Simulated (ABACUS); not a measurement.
La: geometry relaxation (part 2 of 3)

Continued. System: La (P6₃/mmc, 2 atoms in the cell). Method: Kohn-Sham DFT of a periodic cell, PBE with D3, PseudoDojo NC SR 0.4.1 PBE standard, no spin polarisation (ABACUS 3.10.1); cutoff 1510.23 eV, 6×6×4 k-mesh, fermi-dirac of 0.05 eV. The structure derives from an entry of the Crystallography Open Database. It belongs to a series of runs on one base structure; here: dispersion = D3.

Geometry of the input (Å; fractional positions):
```
3.7500  0.0000  0.0000
-1.8750  3.2476  0.0000
0.0000  0.0000  6.0700
La 0.6667  0.3333  0.7500
La 0.3333  0.6667  0.2500
```

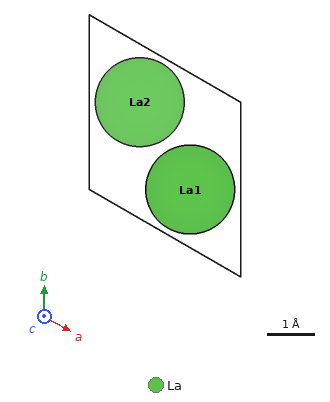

Figure 1. The structure as given in the input (spheres-only view of the cell of the calculation, along the c axis; atoms are numbered from 1 in the order of the input).

**Log, continued**
```
 PW ALGORITHM --------------- ION=   1  ELEC=   4--------------------------------

 Density error is 3.69188871031e-05
                          Error Threshold = 6.82406933183e-07
----------------------------------------------------------
     Energy           Rydberg                 eV
----------------------------------------------------------
 E_KohnSham     -140.4716913559      -1911.2154101373
 E_Harris       -140.5006845666      -1911.6098830063
 E_Fermi        0.8250044186         11.2247609677
----------------------------------------------------------

 PW ALGORITHM --------------- ION=   1  ELEC=   5--------------------------------

 Density error is 3.36936461041e-07
                          Error Threshold = 1.67813123196e-07
----------------------------------------------------------
     Energy           Rydberg                 eV
----------------------------------------------------------
 E_KohnSham     -140.4717009231      -1911.2155403066
 E_Harris       -140.4733435123      -1911.2378888781
 E_Fermi        0.8246098449         11.2193925172
----------------------------------------------------------

 PW ALGORITHM --------------- ION=   1  ELEC=   6--------------------------------

 Density error is 1.45320205716e-07
                          Error Threshold = 1.53152936837e-09
----------------------------------------------------------
     Energy           Rydberg                 eV
----------------------------------------------------------
 E_KohnSham     -140.4717029382      -1911.2155677234
 E_Harris       -140.4733345949      -1911.2377675509
 E_Fermi        0.8246052385         11.2193298446
----------------------------------------------------------

 PW ALGORITHM --------------- ION=   1  ELEC=   7--------------------------------

 Density error is 2.2457665747e-09
                          Error Threshold = 6.60546389616e-10
----------------------------------------------------------
     Energy           Rydberg                 eV
----------------------------------------------------------
 E_KohnSham     -140.4717029665      -1911.2155681082
 E_KS(sigma->0) -140.4703709694      -1911.1974453580
 E_Harris       -140.4718905781      -1911.2181206944
 E_band         -6.2798084096        -85.4411767189
 E_one_elec     -10.4111085903       -141.6503993247
 E_Hartree      14.4938342682        197.1987319148
 E_xc           -33.4704038946       -455.3882073278
 E_Ewald        -111.0320924956      -1510.6691188033
 E_entropy(-TS) -0.0026639942        -0.0362455004
 E_descf        0.0000000000         0.0000000000
 E_vdwD3        -0.0492682600        -0.6703290668
 E_exx          0.0000000000         0.0000000000
 E_Fermi        0.8245847214         11.2190506945
----------------------------------------------------------

 charge density convergence is achieved
 final etot is -1911.2155681 eV
 EFERMI = 11.219050695 eV

 STATE ENERGY(eV) AND OCCUPATIONS    NSPIN == 1
[... levels at 6 further k points ...]

------------------------------------------------------------------------------------------
 TOTAL-FORCE (eV/Angstrom)
------------------------------------------------------------------------------------------
                       La1         0.0000000000         0.0000000000         0.0000000000
                       La2         0.0000000000         0.0000000000         0.0000000000
------------------------------------------------------------------------------------------

----------------------------------------------------------------
 TOTAL-STRESS (KBAR)
----------------------------------------------------------------
       -13.5832888917         0.0000000000         0.0000000000
         0.0000000000       -13.5832888916        -0.0000000000
         0.0000000000         0.0000000000       -11.3706695365
----------------------------------------------------------------
 TOTAL-PRESSURE: -12.845749 KBAR

 Largest gradient in force is 0.000000 eV/A.
 Threshold is 0.005000 eV/A.

 Largest gradient in stress is 13.583289 kbar.
 Threshold is 0.200000 kbar.

 Relaxation is not converged yet!
CARTESIAN COORDINATES ( UNIT =       1.889726124600 Bohr ).
    atom                   x                   y                   z     mag                  vx                  vy                  vz
tauc_La1            1.8456223269        1.0655705470        4.4927899851  0.0000        0.0000000000        0.0000000000        0.0000000000
tauc_La2           -0.0000000002        2.1311410944        1.4975966617  0.0000        0.0000000000        0.0000000000        0.0000000000

                          Volume (Bohr^3) = 477.010292
                             Volume (A^3) = 70.685548

 Lattice vectors: (Cartesian coordinate: in unit of a_0)
            +3.691245           +0.000000           +0.000000
            -1.845622           +3.196712           +0.000000
            +0.000000           +0.000000           +5.990387
 Reciprocal vectors: (Cartesian coordinate: in unit of 2 pi/a_0)
            +0.270911           +0.156411           -0.000000
            -0.000000           +0.312821           -0.000000
            +0.000000           -0.000000           +0.166934

 -------------------------------------------
 STEP OF RELAXATION : 2
 -------------------------------------------

[... set-up of the moved cell ...]

 PW ALGORITHM --------------- ION=   2  ELEC=   1--------------------------------
 Notice: Threshold on eigenvalues was too large.
 hsover_error=0.220000 > DRHO=0.000092
 Origin diag ethr = 0.010000
 New diag ethr = 0.000000

 Density error is 0.000028243208
                          Error Threshold = 0.000000419926
----------------------------------------------------------
     Energy           Rydberg                 eV
----------------------------------------------------------
 E_KohnSham     -140.4728472645      -1911.2311370805
 E_Harris       -140.4902874716      -1911.4684232721
 E_Fermi        0.8673907675         11.8014568306
----------------------------------------------------------

[... 3 further cycles ...]
 PW ALGORITHM --------------- ION=   2  ELEC=   5--------------------------------

 Density error is 0.000000000290
                          Error Threshold = 0.000000000085
----------------------------------------------------------
     Energy           Rydberg                 eV
----------------------------------------------------------
 E_KohnSham     -140.4728640248      -1911.2313651162
 E_KS(sigma->0) -140.4715758207      -1911.2138382007
 E_Harris       -140.4728731714      -1911.2314895623
 E_band         -5.2417645150        -71.3178649777
 E_one_elec     -8.0639391787        -109.7155211561
 E_Hartree      13.8816933995        188.8701281226
 E_xc           -33.5330318751       -456.2403047174
 E_Ewald        -112.7028624912      -1533.4011107912
 E_entropy(-TS) -0.0025764081        -0.0350538310
 E_descf        0.0000000000         0.0000000000
 E_vdwD3        -0.0521474711        -0.7095027430
 E_exx          0.0000000000         0.0000000000
 E_Fermi        0.8671048308         11.7975664618
----------------------------------------------------------

 charge density convergence is achieved
 final etot is -1911.23136511619 eV
 EFERMI = 11.79756646178 eV

 STATE ENERGY(eV) AND OCCUPATIONS    NSPIN == 1
[... levels at 6 further k points ...]

------------------------------------------------------------------------------------------
 TOTAL-FORCE (eV/Angstrom)
------------------------------------------------------------------------------------------
                       La1         0.0000000000         0.0000000000         0.0000000000
                       La2         0.0000000000         0.0000000000         0.0000000000
------------------------------------------------------------------------------------------

----------------------------------------------------------------
 TOTAL-STRESS (KBAR)
----------------------------------------------------------------
        -3.1588693833         0.0000000000         0.0000000000
         0.0000000000        -3.1588693832        -0.0000000000
         0.0000000000        -0.0000000000        -1.1614475068
----------------------------------------------------------------
 TOTAL-PRESSURE: -2.493062 KBAR

 Largest gradient in force is 0.000000 eV/A.
 Threshold is 0.005000 eV/A.

 Largest gradient in stress is 3.158869 kbar.
 Threshold is 0.200000 kbar.

 Relaxation is not converged yet!
CARTESIAN COORDINATES ( UNIT =       1.889726124600 Bohr ).
    atom                   x                   y                   z     mag                  vx                  vy                  vz
tauc_La1            1.8387306051        1.0615916096        4.4787825853  0.0000        0.0000000000        0.0000000000        0.0000000000
tauc_La2           -0.0000000002        2.1231832195        1.4929275284  0.0000        0.0000000000        0.0000000000        0.0000000000

                          Volume (Bohr^3) = 471.978430
                             Volume (A^3) = 69.939904

 Lattice vectors: (Cartesian coordinate: in unit of a_0)
            +3.677461           +0.000000           +0.000000
            -1.838731           +3.184775           +0.000000
            +0.000000           +0.000000           +5.971710
 Reciprocal vectors: (Cartesian coordinate: in unit of 2 pi/a_0)
            +0.271927           +0.156997           -0.000000
            -0.000000           +0.313994           -0.000000
            +0.000000           -0.000000           +0.167456

 -------------------------------------------
 STEP OF RELAXATION : 3
 -------------------------------------------

[... set-up of the moved cell ...]

 PW ALGORITHM --------------- ION=   3  ELEC=   1--------------------------------
 Notice: Threshold on eigenvalues was too large.
 hsover_error=0.220000 > DRHO=0.000039
 Origin diag ethr = 0.010000
 New diag ethr = 0.000000

 Density error is 0.000015795064
                          Error Threshold = 0.000000176016
----------------------------------------------------------
     Energy           Rydberg                 eV
----------------------------------------------------------
 E_KohnSham     -140.4728995414      -1911.2318483452
 E_Harris       -140.4597725341      -1911.0532462483
 E_Fermi        0.8772578244         11.9357050273
----------------------------------------------------------

[... 3 further cycles ...]
 PW ALGORITHM --------------- ION=   3  ELEC=   5--------------------------------

 Density error is 0.000000000136
                          Error Threshold = 0.000000000046
----------------------------------------------------------
     Energy           Rydberg                 eV
----------------------------------------------------------
 E_KohnSham     -140.4729096510      -1911.2319858931
 E_KS(sigma->0) -140.4716198890      -1911.2144377811
 E_Harris       -140.4728919340      -1911.2317448409
 E_band         -4.9908782581        -67.9043823345
 E_one_elec     -7.5051089286        -102.1122455396
 E_Hartree      13.7380838237        186.9162196038
 E_xc           -33.5483440809       -456.4486379654
 E_Ewald        -113.1021105724      -1538.8331596107
 E_entropy(-TS) -0.0025795240        -0.0350962240
 E_descf        0.0000000000         0.0000000000
 E_vdwD3        -0.0528503688        -0.7190661573
 E_exx          0.0000000000         0.0000000000
 E_Fermi        0.8774537368         11.9383705522
----------------------------------------------------------

 charge density convergence is achieved
 final etot is -1911.23198589309 eV
 EFERMI = 11.93837055219 eV

 STATE ENERGY(eV) AND OCCUPATIONS    NSPIN == 1
[... levels at 6 further k points ...]

------------------------------------------------------------------------------------------
 TOTAL-FORCE (eV/Angstrom)
------------------------------------------------------------------------------------------
                       La1         0.0000000000         0.0000000000         0.0000000000
                       La2         0.0000000000         0.0000000000         0.0000000000
------------------------------------------------------------------------------------------

----------------------------------------------------------------
 TOTAL-STRESS (KBAR)
----------------------------------------------------------------
        -0.6326076288        -0.0000000000         0.0000000000
         0.0000000000        -0.6326076288         0.0000000000
         0.0000000000         0.0000000000         1.3061786558
```
